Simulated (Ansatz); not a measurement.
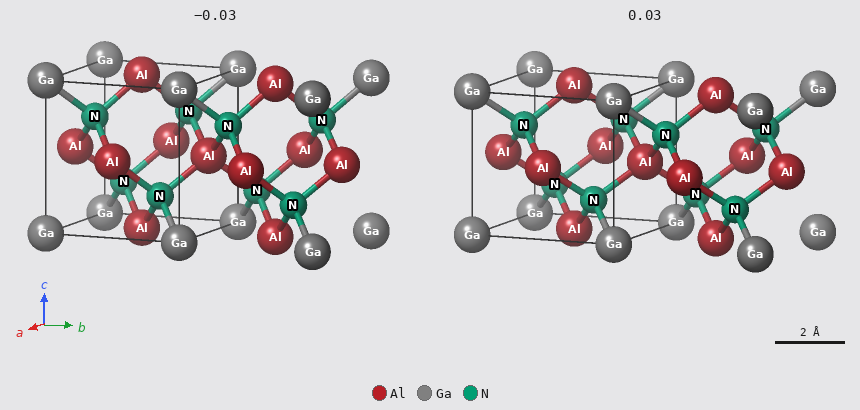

Solid Al3GaN4 (set up in P-43m), under biaxial strain in the a–b plane (c and atoms relaxed), with energies (extrapolated to zero smearing) counted from the relaxed crystal, which is the row at zero. The picture shows the first and the last member. A ball-and-stick model of the cell of the calculation, repeated 1 × 2 × 1 with one cell outlined, seen slightly off an axis.

Computed with Ansatz 0.2.0: DFT PBEsol, scalar-relativistic, plane waves, PAW. Set-up: plane-wave cutoff 420 eV; k-point mesh 6 × 6 × 6; occupations gaussian; smearing width 0.02 eV; no spin polarisation; force threshold 0.008 eV/Å.

| strain | energy (meV/atom) | a (Å) | c (Å) | band gap (eV) |
| --- | --- | --- | --- | --- |
| −0.03 | 17.61 | 4.275 | 4.543 | 3.12 |
| −0.015 | 4.22 | 4.341 | 4.478 | 3.22 |
| 0.0 | 0.00 | 4.407 | 4.407 | 3.32 |
| 0.015 | ? | ? | ? | ? |
| 0.03 | 14.63 | 4.539 | 4.252 | 2.98 |

Question: One row is withheld. What does the calculation give there?

Answer: A parabola through three neighbouring rows (−0.015, 0.0, 0.03) gives, with Lagrange weights, (−0.3333)(4.22) + (1.0000)(0.00) + (0.3333)(14.63) = 3.47 meV/atom. The calculation gives 3.79 meV/atom (a = 4.473 Å, c = 4.332 Å). The estimate is 0.32 meV/atom too low. For the gap a parabola through the rows −0.015, 0.0, 0.03 gives 3.24 eV, and the calculation 3.14 eV (semilocal gaps, lower than measured ones as a rule). From the first member to the last: Ga–N 1.931 → 1.966 Å, Al–N 1.878 → 1.912 Å.

The whole series:

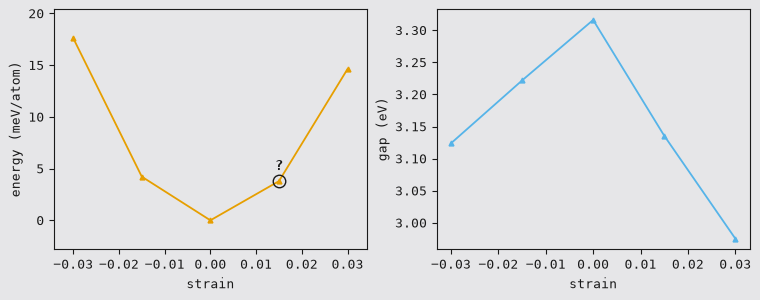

Each member starts from this one structure; whether another phase lies lower wasn't checked.
